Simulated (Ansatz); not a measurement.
**Ni: starts and ends of a spin-polarised SCF**

Aim: see which self-consistent states Ni reaches from different starts at one fixed geometry, and which of them is lowest. System: Ni, the measured crystal structure (space group Fm-3m, primitive cell doubled); the cell holds 2 atoms. Source: COD entry 9012984, which need not be the ambient phase.

Method: DFT PBE, PAW, plane waves, scalar-relativistic, in Ansatz 0.2.0.

## 1. Starting point

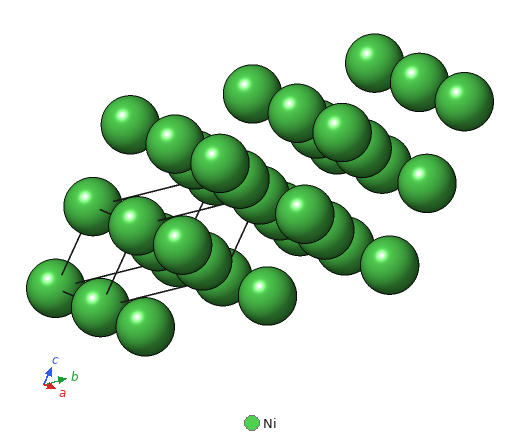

Start, viewed slightly off an axis; nickel green. 2×2×2 cells are drawn. Atoms on the faces are drawn again on the opposite ones.

Structure file:

```xyz
2
Lattice="3.5347 1.7673 1.7673 1.7673 3.5347 1.7673 1.7673 1.7673 3.5347" Properties=species:S:1:pos:R:3 pbc="T T T"
Ni    0.0000    0.0000    0.0000
Ni    3.5347    3.5347    3.5347
```

Labels such as Ni2 number the atoms in the order of the input file.

Planned first: parallel moments, plain SCF; opposed moments +-, plain SCF; no spin polarisation; spin on, no moments given (the program may seed its own), plain SCF. What is tried next depends on their ends.

A plain SCF has the search for lower states switched off and ends at the first converged state. 

The total moment includes the space between the atomic spheres.

## 2. Parallel moments, plain SCF

File input.yaml:

```yaml
crystal:
  lattice:
    - [3.5347, 1.76735, 1.76735]
    - [1.76735, 3.5347, 1.76735]
    - [1.76735, 1.76735, 3.5347]
  atoms:
    - { symbol: Ni, position: [0.0, 0.0, 0.0], spin: 2.0 }
    - { symbol: Ni, position: [0.5, 0.5, 0.5], spin: 2.0 }
magnetization:
  spin_polarized: true
hamiltonian:
  xc: pbe
  pseudopotentials: { kind: paw }
basis:
  ecutwfc: 420
kpoints:
  mp_grid: { grid: [12, 12, 12] }
scf:
  occupations: { method: fermi_dirac, width: 0.1 }
  lower_state_search: "off"
output:
  forces: true
  stress: true
```

Log, shortened:

```text
basis.fft_grid_basis auto: the FFT boxes are laid along the combinations [[1, 0, -1], [0, 1, -1], [0, 0, 1]] of the cell's own vectors, 2.499, 2.499 and 4.329 Å long. The dense box has 18×18×30 points. Along the cell's own vectors, as sized, it would have 30×30×30, 2.78 times as many. [...]
Pseudopotentials: kind: paw
Pseudopotential: Ni, paw, valence charge 18, recommended cutoff 420 eV (normal), Ni.paw.azcp
Functional definition: PBE
[...]
Crystal: 2 atoms, lattice volume = 22.081 Å³
Basis set: ecut = 420 eV, 409 PW (Γ), FFT grids on a1−a3, a2−a3, a3, exchange–correlation on 36×36×60 points (8 copies of the dense FFT grid, shifted against one another)
Bands: 24, of which v1, the nominal top of the filled ones, is band 18 counted from 1 (17 counted from 0)
Symmetry: 24 space group operations
Space group: Fm-3m (ITA 225), of the structure as read, at distance tolerance 2.8e-5 Å
Magnetic group: BNS 225.116 (UNI 1618), of the structure as read, at distance tolerance 2.8e-5 Å
k-points: 189 of 1728
[...]
Starting moments: Σ|m| = 4 μB on 2 of 2 sites
[...]
SCF iter   1: F=—  HF=-11678.939313 eV  |F-HF|=—  |Δ(HF+E_count)|=         —  Δρ=1.27e-1 (↑1.14e-1 ↓1.27e-1)  dr2=2.41e-2  dr2_m=2.95e0  M=1.872 μB ∫|m|=2.083 μB  β_m=0.30  ethr=6.72e-5  ⟨swp⟩=1.0  Hψ=44963  notcnv=0
[...]
spin-set hold released at iteration 1 (the charge has settled, or the pull on large starting moments outlasts its swing): the magnetisation degrees of freedom join the quasi-Newton model from the next iteration; the mixer history was flushed
[...]
SCF iter  10: F=-11679.494433 eV  HF=-11679.494433 eV  |F-HF|=1.64e-9  |Δ(HF+E_count)|=   1.25e-8  Δρ=4.62e-6 (↑4.42e-7 ↓4.62e-6)  dr2=2.84e-9  dr2_m=1.03e-9  M=1.284 μB ∫|m|=1.467 μB  ethr=4.85e-11  ⟨swp⟩=2.0  Hψ=27751  notcnv=0
[...]
SCF converged after 10 iterations
Magnetization: 1.2843 μB (18.6422 up, 17.3578 down)
Absolute magnetization: 1.4687 μB (∫|ρ↑−ρ↓|, with the PAW one-centre terms)
Spin contamination: 0.0145 ħ² per cell (⟨S²⟩ above its minimum at these occupations)
Per-site moments (μB) at R_I (Å): [(0.6812039976888724, 1.0310067650272867), (0.6812039976888716, 1.0310067650272867)]
Free energy (F): -11679.494433 eV
[...]
E sigma→0 (E₀):  -11679.440264 eV
Entropy (-TS):   -0.108338 eV (-54.169 meV/atom)
Fermi energy:    17.843201 eV
[...]
--- Forces (eV/Å), atoms counted from 1 ---
  atom   1  Ni     0.00000000     0.00000000    -0.00000000
  atom   2  Ni     0.00000000    -0.00000000     0.00000000
[...]
--- Stress (GPa, compression-positive) ---
       -2.194530      -0.071195      -0.071195
       -0.071195      -2.194530      -0.071195
       -0.071195      -0.071195      -2.194530
  P = ⅓ Tr σ = -2.1945 GPa (-21.945 kbar)
```

It took 10 s on 2 threads of an x86-64 CPU, shared host; peak memory 0.47 GiB.

End: ferromagnetic, site moments Ni1 0.68, Ni2 0.68 μB, total 1.28 μB per cell, no gap on the k-mesh.

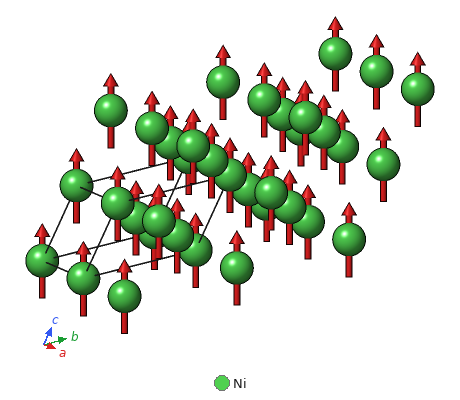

Arrows show the site moments: red and blue are opposite signs, and length grows with size. The axis is drawn upright for the eye.

## 3. Opposed moments +-, plain SCF

input.yaml, as its differences from that of step 2:

```diff
@@ -7,3 +7,3 @@
     - { symbol: Ni, position: [0.0, 0.0, 0.0], spin: 2.0 }
-    - { symbol: Ni, position: [0.5, 0.5, 0.5], spin: 2.0 }
+    - { symbol: Ni, position: [0.5, 0.5, 0.5], spin: -2.0 }
 magnetization:
```

Log, shortened:

```text
[... 12 lines as in an earlier run ...]
Symmetry: 12 space group operations
Space group: R-3m (ITA 166), of the structure as read, at distance tolerance 2.8e-5 Å
Magnetic group: BNS 166.102 (UNI 1332), of the structure as read, at distance tolerance 2.8e-5 Å
[... 5 lines as in an earlier run ...]
Starting moments: Σ|m| = 4 μB on 2 of 2 sites
Starting magnetic order: antiferromagnet; a translation exchanges its spin sublattices: spin-degenerate at every k-point
[... 2 lines as in an earlier run ...]
spin-down is spin-up translated by (0.5, 0.5, 0.5): one eigenproblem is solved per k-point and the antiferromagnetic symmetry of the starting moments is kept exactly by this SCF (crystal.symmetry.spin_inversion_symmetry: false solves both channels; [...]
SCF iter   1: F=—  HF=-11678.716906 eV  |F-HF|=—  |Δ(HF+E_count)|=         —  Δρ=1.32e-1 (↑1.32e-1 ↓1.32e-1)  dr2=5.42e-2  dr2_m=3.51e0  M=0.000 μB ∫|m|=1.933 μB  β_m=0.30  ethr=1.51e-4  ⟨swp⟩=1.2  Hψ=22705  notcnv=0
[...]
[... 1 line as in an earlier run ...]
[...]
WARN: the starting moments were not kept: the SCF closed with an absolute magnetisation of 6.4e-5 μB, where they sum to 4 μB in size (2 sites). That is at most 0.1 of that sum. Measured as dr2_m measures the in/out step, that magnetisation stands 5.8e-9 eV from none, at or under the [...]
SCF converged after 16 iterations
Magnetization: 0.0000 μB (18.0000 up, 18.0000 down)
Absolute magnetization: 0.0001 μB (∫|ρ↑−ρ↓|, with the PAW one-centre terms)
Spin contamination: 0.0000 ħ² per cell (⟨S²⟩ above its minimum at these occupations)
Per-site moments (μB) at R_I (Å): [(-3.122274503284487e-5, 1.0310067650272867), (3.122274503284488e-5, 1.0310067650272867)]
Free energy (F): -11679.425265 eV
[...]
E sigma→0 (E₀):  -11679.337966 eV
Entropy (-TS):   -0.174599 eV (-87.299 meV/atom)
Fermi energy:    17.682774 eV
[...]
--- Forces (eV/Å), atoms counted from 1 ---
  atom   1  Ni    -0.00000000     0.00000000     0.00000000
  atom   2  Ni     0.00000000     0.00000000     0.00000000
[...]
--- Stress (GPa, compression-positive) ---
       -3.309481       0.079996       0.079996
        0.079996      -3.309481       0.079996
        0.079996       0.079996      -3.309481
  P = ⅓ Tr σ = -3.3095 GPa (-33.095 kbar)
```

Run time: 7.6 s. Hardware: 2 threads of an x86-64 CPU, shared host; peak memory 0.45 GiB.

End: non-magnetic, no gap on the k-mesh. Against step 2, the lowest until now, it is 34.6 meV/atom higher.

## 4. No spin polarisation

input.yaml, as its differences from that of step 3:

```diff
@@ -6,6 +6,4 @@
   atoms:
-    - { symbol: Ni, position: [0.0, 0.0, 0.0], spin: 2.0 }
-    - { symbol: Ni, position: [0.5, 0.5, 0.5], spin: -2.0 }
-magnetization:
-  spin_polarized: true
+    - { symbol: Ni, position: [0.0, 0.0, 0.0] }
+    - { symbol: Ni, position: [0.5, 0.5, 0.5] }
 hamiltonian:
```

Log, shortened:

```text
[... 11 lines as in an earlier run ...]
Bands: 22, of which v1, the nominal top of the filled ones, is band 18 counted from 1 (17 counted from 0)
[... 6 lines as in an earlier run ...]
[...]
[... 2 lines as in an earlier run ...]
SCF iter   1: F=—  HF=-11679.424969 eV  |F-HF|=—  |Δ(HF+E_count)|=         —  Δρ=1.66e-3  dr2=2.49e-4  ethr=1.77e-3  ⟨swp⟩=4.5  Hψ=15142  notcnv=0
[...]
SCF iter   6: F=-11679.425265 eV  HF=-11679.425265 eV  |F-HF|=1.31e-9  |Δ(HF+E_count)|=   2.40e-9  Δρ=4.63e-6  dr2=1.82e-9  ethr=1.42e-11  ⟨swp⟩=2.1  Hψ=14431  notcnv=0
[...]
SCF converged after 6 iterations
Free energy (F): -11679.425265 eV
[...]
E sigma→0 (E₀):  -11679.337966 eV
Entropy (-TS):   -0.174599 eV (-87.299 meV/atom)
Fermi energy:    17.682752 eV
[... 24 lines left out: energy terms, forces, stress ...]
```

Wall time 2.6 s (2 threads of an x86-64 CPU, shared host); peak memory 0.39 GiB.

This is the state of step 3 again (non-magnetic), after 6 iterations.

## 5. Spin on, no moments given (the program may seed its own), plain SCF

input.yaml, as its differences from that of step 4:

```diff
@@ -21 +21,3 @@
   stress: true
+magnetization:
+  spin_polarized: true
```

Log, shortened:

```text
[... 1 line as in an earlier run ...]
band count auto-derived: 24 (N_el = 36.0; filled up to band 18; 22 by the electrons, moments and atoms)
[... 20 lines as in an earlier run ...]
[...]
SCF iter   1: F=—  HF=-11678.061470 eV  |F-HF|=—  |Δ(HF+E_count)|=         —  Δρ=1.77e-1 (↑1.77e-1 ↓1.76e-1)  dr2=1.30e-2  dr2_m=6.30e0  M=2.532 μB ∫|m|=2.532 μB  ethr=4.17e-4  ⟨swp⟩=1.3  Hψ=22755  notcnv=0
[...]
SCF iter  11: F=-11679.494433 eV  HF=-11679.494433 eV  |F-HF|=2.89e-10  |Δ(HF+E_count)|=   9.75e-9  Δρ=3.31e-6 (↑1.89e-6 ↓3.31e-6)  dr2=2.42e-10  dr2_m=1.31e-9  M=1.284 μB ∫|m|=1.467 μB  ethr=1.96e-11  ⟨swp⟩=2.0  Hψ=26978  notcnv=0
[...]
SCF converged after 11 iterations
Magnetization: 1.2843 μB (18.6422 up, 17.3578 down)
Absolute magnetization: 1.4688 μB (∫|ρ↑−ρ↓|, with the PAW one-centre terms)
Spin contamination: 0.0145 ħ² per cell (⟨S²⟩ above its minimum at these occupations)
Per-site moments (μB) at R_I (Å): [(0.6812022029775243, 1.0310067650272867), (0.6812022029775239, 1.0310067650272867)]
Free energy (F): -11679.494433 eV
[...]
E sigma→0 (E₀):  -11679.440264 eV
Entropy (-TS):   -0.108338 eV (-54.169 meV/atom)
Fermi energy:    17.843179 eV
[... 24 lines left out: energy terms, forces, stress ...]
```

Run time: 8.4 s. Hardware: 2 threads of an x86-64 CPU, shared host; peak memory 0.47 GiB.

This is the state of step 2 again (ferromagnetic), after 11 iterations.

## 6. Parallel moments scaled by 0.2, plain SCF

input.yaml, as its differences from that of step 5:

```diff
@@ -6,4 +6,6 @@
   atoms:
-    - { symbol: Ni, position: [0.0, 0.0, 0.0] }
-    - { symbol: Ni, position: [0.5, 0.5, 0.5] }
+    - { symbol: Ni, position: [0.0, 0.0, 0.0], spin: 0.4 }
+    - { symbol: Ni, position: [0.5, 0.5, 0.5], spin: 0.4 }
+magnetization:
+  spin_polarized: true
 hamiltonian:
@@ -21,3 +23 @@
   stress: true
-magnetization:
-  spin_polarized: true
```

Log, shortened:

```text
[... 11 lines as in an earlier run ...]
Bands: 23, of which v1, the nominal top of the filled ones, is band 18 counted from 1 (17 counted from 0)
[... 8 lines as in an earlier run ...]
Starting moments: Σ|m| = 0.8 μB on 2 of 2 sites
[... 2 lines as in an earlier run ...]
[...]
SCF iter   1: F=—  HF=-11679.459022 eV  |F-HF|=—  |Δ(HF+E_count)|=         —  Δρ=3.63e-2 (↑3.63e-2 ↓1.18e-2)  dr2=1.44e-1  dr2_m=7.05e-2  M=0.884 μB ∫|m|=0.915 μB  β_m=1.00  ethr=4.02e-4  ⟨swp⟩=1.0  Hψ=43237  notcnv=0
[...]
spin-set hold released at iteration 8 (site moments contracting): the magnetisation degrees of freedom join the quasi-Newton model from the next iteration; the mixer history was flushed
[...]
SCF iter  15: F=-11679.494433 eV  HF=-11679.494433 eV  |F-HF|=2.84e-9  |Δ(HF+E_count)|=   1.58e-7  Δρ=3.55e-6 (↑3.55e-6 ↓3.21e-6)  dr2=4.13e-9  dr2_m=3.29e-10  M=1.284 μB ∫|m|=1.467 μB  ethr=2.78e-10  ⟨swp⟩=3.1  Hψ=35064  notcnv=0
[...]
SCF converged after 15 iterations
Magnetization: 1.2843 μB (18.6422 up, 17.3578 down)
Absolute magnetization: 1.4688 μB (∫|ρ↑−ρ↓|, with the PAW one-centre terms)
Spin contamination: 0.0145 ħ² per cell (⟨S²⟩ above its minimum at these occupations)
Per-site moments (μB) at R_I (Å): [(0.6812070398235092, 1.0310067650272867), (0.681207039823509, 1.0310067650272867)]
Free energy (F): -11679.494433 eV
[...]
E sigma→0 (E₀):  -11679.440264 eV
Entropy (-TS):   -0.108338 eV (-54.169 meV/atom)
Fermi energy:    17.843142 eV
[... 24 lines left out: energy terms, forces, stress ...]
```

Run time: 9.7 s. Hardware: 2 threads of an x86-64 CPU, shared host; peak memory 0.46 GiB.

This is the state of step 2 again (ferromagnetic), after 15 iterations.

[end of part 1 of 2]
